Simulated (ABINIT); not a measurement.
**Run report: Al, geometry relaxation (part 2 of 2)**

The same run, continued: Al (Fm-3m, 1 atom in the cell); Kohn-Sham DFT of a periodic cell, PBEsol, PseudoDojo NC SR PBEsol v0.4.1 standard, no spin polarisation (ABINIT 10.8.3); cutoff 544.23 eV, 8×8×8 k-mesh, fermi-dirac of 0.05 eV. The structure derives from an entry of the Crystallography Open Database.

Geometry of the input (Å; fractional positions):
```
0.0000  2.0248  2.0248
2.0248  0.0000  2.0248
2.0248  2.0248  0.0000
Al 0.0000  0.0000  0.0000
```

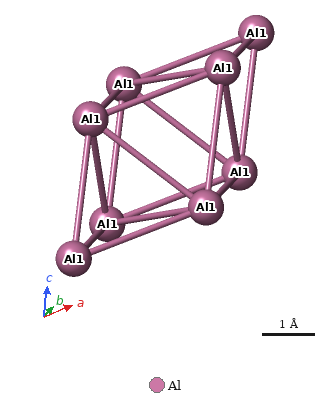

*The geometry at step 2 of the log (ball-and-stick view of the cell of the calculation, seen slightly off an axis; atoms are numbered from 1 in the order of the input).*

## Output, continued
```
 Cartesian coordinates (xcart) [bohr]
  0.00000000000000E+00  0.00000000000000E+00  0.00000000000000E+00
 Reduced coordinates (xred)
  0.00000000000000E+00  0.00000000000000E+00  0.00000000000000E+00
 Cartesian forces (fcart) [Ha/bohr]; max,rms= 0.00000E+00 0.00000E+00 (free atoms)
 -0.00000000000000E+00 -0.00000000000000E+00 -0.00000000000000E+00
 Gradient of E wrt nuclear positions in reduced coordinates (gred)
  0.00000000000000E+00  0.00000000000000E+00  0.00000000000000E+00
 Scale of Primitive Cell (acell) [bohr]
  5.39988380301773E+00  5.39988380301773E+00  5.39988380301773E+00
 Real space primitive translations (rprimd) [bohr]
  0.00000000000000E+00  3.81829445473324E+00  3.81829445473324E+00
  3.81829445473324E+00  0.00000000000000E+00  3.81829445473324E+00
  3.81829445473324E+00  3.81829445473324E+00  0.00000000000000E+00
 Unitary Cell Volume (ucvol) [Bohr^3]=  1.11336674669210E+02
 Angles (23,13,12)= [degrees]
  6.00000000000000E+01  6.00000000000000E+01  6.00000000000000E+01
 Lengths [Bohr]
  5.39988380301773E+00  5.39988380301773E+00  5.39988380301773E+00
 Stress tensor in cartesian coordinates (strten) [Ha/bohr^3]
  5.31959150292116E-05  0.00000000000000E+00  0.00000000000000E+00
  0.00000000000000E+00  5.31959150292116E-05  0.00000000000000E+00
  0.00000000000000E+00  0.00000000000000E+00  5.31959150292116E-05
 Total energy (etotal) [Ha]= -2.31990901013572E+00

 Difference of energy with previous step (new-old):
           Absolute (Ha)=-4.33972E-05
           Relative     =-1.87066E-05

--- Iteration: ( 3/50) Internal Cycle: (1/1)
--------------------------------------------------------------------------------

---SELF-CONSISTENT-FIELD CONVERGENCE--------------------------------------------

--- !BeginCycle
iteration_state: {dtset: 1, itime: 3, icycle: 1, }
solver: {iscf: 7, nstep: 80, nline: 4, wfoptalg: 0, }
tolerances: {tolvrs: 1.00E-12, }
...

     iter   Etot(hartree)      deltaE(h)  residm     vres2
 ETOT  1  -2.3199652285396    -2.320E+00 2.232E-04 2.155E-03
 ETOT  2  -2.3199653910353    -1.625E-07 4.974E-08 9.408E-05
 ETOT  3  -2.3199654012475    -1.021E-08 5.142E-09 2.520E-07
 ETOT  4  -2.3199654012853    -3.779E-11 3.685E-09 8.548E-10
 ETOT  5  -2.3199654012855    -1.461E-13 1.116E-10 4.749E-12
 ETOT  6  -2.3199654012855    -5.329E-15 2.169E-10 1.315E-14

 At SCF step    6       vres2   =  1.32E-14 < tolvrs=  1.00E-12 =>converged.

 Cartesian components of stress tensor (hartree/bohr^3)
  sigma(1 1)= -1.80174240E-06  sigma(3 2)=  0.00000000E+00
  sigma(2 2)= -1.80174240E-06  sigma(3 1)=  0.00000000E+00
  sigma(3 3)= -1.80174240E-06  sigma(2 1)=  0.00000000E+00

--- !ResultsGS
iteration_state: {dtset: 1, itime: 3, icycle: 1, }
comment   : Summary of ground state results
lattice_vectors:
- [  0.0000000,   3.7934834,   3.7934834, ]
- [  3.7934834,   0.0000000,   3.7934834, ]
- [  3.7934834,   3.7934834,   0.0000000, ]
lattice_lengths: [   5.36480,    5.36480,    5.36480, ]
lattice_angles: [ 60.000,  60.000,  60.000, ] # degrees, (23, 13, 12)
lattice_volume:   1.0918037E+02
convergence: {deltae: -5.329E-15, res2:  1.315E-14, residm:  2.169E-10, diffor: null, }
etotal    :  -2.31996540E+00
entropy   :   0.00000000E+00
fermie    :   2.91936635E-01
cartesian_stress_tensor: # hartree/bohr^3
- [ -1.80174240E-06,   0.00000000E+00,   0.00000000E+00, ]
- [  0.00000000E+00,  -1.80174240E-06,   0.00000000E+00, ]
- [  0.00000000E+00,   0.00000000E+00,  -1.80174240E-06, ]
pressure_GPa:   5.3009E-02
xred      :
- [  0.0000E+00,   0.0000E+00,   0.0000E+00, Al]
cartesian_forces: # hartree/bohr
- [ -0.00000000E+00,  -0.00000000E+00,  -0.00000000E+00, ]
force_length_stats: {min:   0.00000000E+00, max:   0.00000000E+00, mean:   0.00000000E+00, }
...

 Integrated electronic density in atomic spheres:
 ------------------------------------------------
 Atom  Sphere_radius  Integrated_density
    1        2.00000          0.88605936

---OUTPUT-----------------------------------------------------------------------

 Cartesian coordinates (xcart) [bohr]
  0.00000000000000E+00  0.00000000000000E+00  0.00000000000000E+00
 Reduced coordinates (xred)
  0.00000000000000E+00  0.00000000000000E+00  0.00000000000000E+00
 Cartesian forces (fcart) [Ha/bohr]; max,rms= 0.00000E+00 0.00000E+00 (free atoms)
 -0.00000000000000E+00 -0.00000000000000E+00 -0.00000000000000E+00
 Gradient of E wrt nuclear positions in reduced coordinates (gred)
  0.00000000000000E+00  0.00000000000000E+00  0.00000000000000E+00
 Scale of Primitive Cell (acell) [bohr]
  5.36479572666457E+00  5.36479572666457E+00  5.36479572666457E+00
 Real space primitive translations (rprimd) [bohr]
  0.00000000000000E+00  3.79348343800513E+00  3.79348343800513E+00
  3.79348343800513E+00  0.00000000000000E+00  3.79348343800513E+00
  3.79348343800513E+00  3.79348343800513E+00  0.00000000000000E+00
 Unitary Cell Volume (ucvol) [Bohr^3]=  1.09180372730535E+02
 Angles (23,13,12)= [degrees]
  6.00000000000000E+01  6.00000000000000E+01  6.00000000000000E+01
 Lengths [Bohr]
  5.36479572666457E+00  5.36479572666457E+00  5.36479572666457E+00
 Stress tensor in cartesian coordinates (strten) [Ha/bohr^3]
 -1.80174239773769E-06  0.00000000000000E+00  0.00000000000000E+00
  0.00000000000000E+00 -1.80174239773766E-06  0.00000000000000E+00
  0.00000000000000E+00  0.00000000000000E+00 -1.80174239773777E-06
 Total energy (etotal) [Ha]= -2.31996540128548E+00

 Difference of energy with previous step (new-old):
           Absolute (Ha)=-5.63911E-05
           Relative     =-2.43072E-05

--- Iteration: ( 4/50) Internal Cycle: (1/1)
--------------------------------------------------------------------------------

---SELF-CONSISTENT-FIELD CONVERGENCE--------------------------------------------

--- !BeginCycle
iteration_state: {dtset: 1, itime: 4, icycle: 1, }
solver: {iscf: 7, nstep: 80, nline: 4, wfoptalg: 0, }
tolerances: {tolvrs: 1.00E-12, }
...

     iter   Etot(hartree)      deltaE(h)  residm     vres2
 ETOT  1  -2.3199654618365    -2.320E+00 1.040E-08 2.392E-06
 ETOT  2  -2.3199654620215    -1.850E-10 7.545E-12 1.055E-07
 ETOT  3  -2.3199654620331    -1.160E-11 2.304E-12 2.570E-10
 ETOT  4  -2.3199654620331    -1.910E-14 3.081E-13 9.298E-13

 At SCF step    4       vres2   =  9.30E-13 < tolvrs=  1.00E-12 =>converged.

 Cartesian components of stress tensor (hartree/bohr^3)
  sigma(1 1)=  3.74008213E-08  sigma(3 2)=  0.00000000E+00
  sigma(2 2)=  3.74008213E-08  sigma(3 1)=  0.00000000E+00
  sigma(3 3)=  3.74008212E-08  sigma(2 1)=  0.00000000E+00

--- !ResultsGS
iteration_state: {dtset: 1, itime: 4, icycle: 1, }
comment   : Summary of ground state results
lattice_vectors:
- [  0.0000000,   3.7942810,   3.7942810, ]
- [  3.7942810,   0.0000000,   3.7942810, ]
- [  3.7942810,   3.7942810,   0.0000000, ]
lattice_lengths: [   5.36592,    5.36592,    5.36592, ]
lattice_angles: [ 60.000,  60.000,  60.000, ] # degrees, (23, 13, 12)
lattice_volume:   1.0924925E+02
convergence: {deltae: -1.910E-14, res2:  9.298E-13, residm:  3.081E-13, diffor: null, }
etotal    :  -2.31996546E+00
entropy   :   0.00000000E+00
fermie    :   2.91703797E-01
cartesian_stress_tensor: # hartree/bohr^3
- [  3.74008213E-08,   0.00000000E+00,   0.00000000E+00, ]
- [  0.00000000E+00,   3.74008213E-08,   0.00000000E+00, ]
- [  0.00000000E+00,   0.00000000E+00,   3.74008212E-08, ]
pressure_GPa:  -1.1004E-03
xred      :
- [  0.0000E+00,   0.0000E+00,   0.0000E+00, Al]
cartesian_forces: # hartree/bohr
- [ -0.00000000E+00,  -0.00000000E+00,  -0.00000000E+00, ]
force_length_stats: {min:   0.00000000E+00, max:   0.00000000E+00, mean:   0.00000000E+00, }
...

 Integrated electronic density in atomic spheres:
 ------------------------------------------------
 Atom  Sphere_radius  Integrated_density
    1        2.00000          0.88637285

---OUTPUT-----------------------------------------------------------------------

 Cartesian coordinates (xcart) [bohr]
  0.00000000000000E+00  0.00000000000000E+00  0.00000000000000E+00
 Reduced coordinates (xred)
  0.00000000000000E+00  0.00000000000000E+00  0.00000000000000E+00
 Cartesian forces (fcart) [Ha/bohr]; max,rms= 0.00000E+00 0.00000E+00 (free atoms)
 -0.00000000000000E+00 -0.00000000000000E+00 -0.00000000000000E+00
 Gradient of E wrt nuclear positions in reduced coordinates (gred)
  0.00000000000000E+00  0.00000000000000E+00  0.00000000000000E+00
 Scale of Primitive Cell (acell) [bohr]
  5.36592367714256E+00  5.36592367714256E+00  5.36592367714256E+00
 Real space primitive translations (rprimd) [bohr]
  0.00000000000000E+00  3.79428101943696E+00  3.79428101943696E+00
  3.79428101943696E+00  0.00000000000000E+00  3.79428101943696E+00
  3.79428101943696E+00  3.79428101943696E+00  0.00000000000000E+00
 Unitary Cell Volume (ucvol) [Bohr^3]=  1.09249252863561E+02
 Angles (23,13,12)= [degrees]
  6.00000000000000E+01  6.00000000000000E+01  6.00000000000000E+01
 Lengths [Bohr]
  5.36592367714256E+00  5.36592367714256E+00  5.36592367714256E+00
 Stress tensor in cartesian coordinates (strten) [Ha/bohr^3]
  3.74008212500104E-08  0.00000000000000E+00  0.00000000000000E+00
  0.00000000000000E+00  3.74008212500375E-08  0.00000000000000E+00
  0.00000000000000E+00  0.00000000000000E+00  3.74008212499833E-08
 Total energy (etotal) [Ha]= -2.31996546203312E+00

 Difference of energy with previous step (new-old):
           Absolute (Ha)=-6.07476E-08
           Relative     =-2.61847E-08

 At Broyd/MD step   4, gradients are converged :
  max grad (force/stress) = 3.7401E-06 < tolmxf= 2.0000E-05 ha/bohr (free atoms)

================================================================================

 ----iterations are completed or convergence reached----

 Mean square residual over all n,k,spin=   60.618E-16; max=  30.808E-14
 reduced coordinates (array xred) for    1 atoms
       0.000000000000      0.000000000000      0.000000000000
 rms dE/dt=  0.0000E+00; max dE/dt=  0.0000E+00; dE/dt below (all hartree)
    1       0.000000000000      0.000000000000      0.000000000000

 cartesian coordinates (angstrom) at end:
    1      0.00000000000000     0.00000000000000     0.00000000000000

 cartesian forces (hartree/bohr) at end:
    1     -0.00000000000000    -0.00000000000000    -0.00000000000000
 frms,max,avg= 0.0000000E+00 0.0000000E+00   0.000E+00  0.000E+00  0.000E+00 h/b

 cartesian forces (eV/Angstrom) at end:
    1     -0.00000000000000    -0.00000000000000    -0.00000000000000
 frms,max,avg= 0.0000000E+00 0.0000000E+00   0.000E+00  0.000E+00  0.000E+00 e/A
 length scales=  5.365923677143  5.365923677143  5.365923677143 bohr
              =  2.839524523462  2.839524523462  2.839524523462 angstroms
 Fermi (or HOMO) energy (hartree) =   0.29170   Average Vxc (hartree)=  -0.36706
 Eigenvalues (hartree) for nkpt=  29  k points:
 kpt#   1, nband=  6, wtk=  0.00195, kpt=  0.0000  0.0000  0.0000 (reduced coord)
  -0.12361    0.75761    0.75761    0.75761    0.81582    0.81582
      occupation numbers for kpt#   1
   2.00000    0.00000    0.00000    0.00000    0.00000    0.00000
 prteigrs : prtvol=0 or 1, do not print more k-points.

--- !EnergyTerms
iteration_state     : {dtset: 1, itime: 4, icycle: 1, }
comment             : Components of total free energy in Hartree
kinetic             :  8.66149021500064E-01
hartree             :  3.86989872393208E-03
xc                  : -1.08774995308586E+00
Ewald energy        : -2.71881276423930E+00
psp_core            :  1.88127468586512E-02
local_psp           :  1.82331219927929E-01
non_local_psp       :  4.15586188713684E-01
internal            : -2.31981364160089E+00
'-kT*entropy'       : -1.51820432221942E-04
total_energy        : -2.31996546203312E+00
total_energy_eV     : -6.31294762647189E+01
band_energy         :  3.77673206962700E-01
...

 Cartesian components of stress tensor (hartree/bohr^3)
  sigma(1 1)=  3.74008213E-08  sigma(3 2)=  0.00000000E+00
  sigma(2 2)=  3.74008213E-08  sigma(3 1)=  0.00000000E+00
  sigma(3 3)=  3.74008212E-08  sigma(2 1)=  0.00000000E+00

-Cartesian components of stress tensor (GPa)         [Pressure= -1.1004E-03 GPa]
- sigma(1 1)=  1.10037015E-03  sigma(3 2)=  0.00000000E+00
- sigma(2 2)=  1.10037015E-03  sigma(3 1)=  0.00000000E+00
- sigma(3 3)=  1.10037015E-03  sigma(2 1)=  0.00000000E+00

== END DATASET(S) ==============================================================
================================================================================

 -outvars: echo values of variables after computation  --------
            acell      5.3659236771E+00  5.3659236771E+00  5.3659236771E+00 Bohr
           etotal     -2.3199654620E+00
            fcart     -0.0000000000E+00 -0.0000000000E+00 -0.0000000000E+00
            rprim      0.0000000000E+00  7.0710678119E-01  7.0710678119E-01
                       7.0710678119E-01  0.0000000000E+00  7.0710678119E-01
                       7.0710678119E-01  7.0710678119E-01  0.0000000000E+00
           strten      3.7400821250E-08  3.7400821250E-08  3.7400821250E-08
                       0.0000000000E+00  0.0000000000E+00  0.0000000000E+00
 Calculation completed.
```

## Trajectory as extended XYZ (Å, eV, eV/Å), 4 frames, from step=0 to step=3
```
1
Lattice="0.0000 2.0248 2.0248 2.0248 0.0000 2.0248 2.0248 2.0248 0.0000" Properties=species:S:1:pos:R:3:forces:R:3 step=0 energy=-63.12676
Al    0.0000    0.0000    0.0000    0.0000   0.0000   0.0000
1
Lattice="0.0000 2.0206 2.0206 2.0206 0.0000 2.0206 2.0206 2.0206 0.0000" Properties=species:S:1:pos:R:3:forces:R:3 step=1 energy=-63.12794
Al    0.0000    0.0000    0.0000    0.0000   0.0000   0.0000
1
Lattice="0.0000 2.0074 2.0074 2.0074 0.0000 2.0074 2.0074 2.0074 0.0000" Properties=species:S:1:pos:R:3:forces:R:3 step=2 energy=-63.12947
Al    0.0000    0.0000    0.0000    0.0000   0.0000   0.0000
1
Lattice="0.0000 2.0078 2.0078 2.0078 0.0000 2.0078 2.0078 2.0078 0.0000" Properties=species:S:1:pos:R:3:forces:R:3 step=3 energy=-63.12948
Al    0.0000    0.0000    0.0000    0.0000   0.0000   0.0000
```

## Results in brief

```csv
quantity,value
outcome,converged
space group (tolerance 0.01 Å),Fm-3m (225)
electrons treated,3
free energy,−63.1295 eV
Fermi energy,7.938 eV
gap on the k-point mesh,none (metallic)
pressure,0.00 GPa
final volume,16.19 Å³
largest force (length of the vector) at the end,under 0.001 eV/Å
final cell,"a = 2.840 Å, b = 2.840 Å, c = 2.840 Å, α = 60.00°, β = 60.00°, γ = 60.00°"
hardware,"1 thread of Arm Neoverse V1, 24 GiB of memory available, shared host"
wall time,7 s
peak memory,0.06 GiB
```
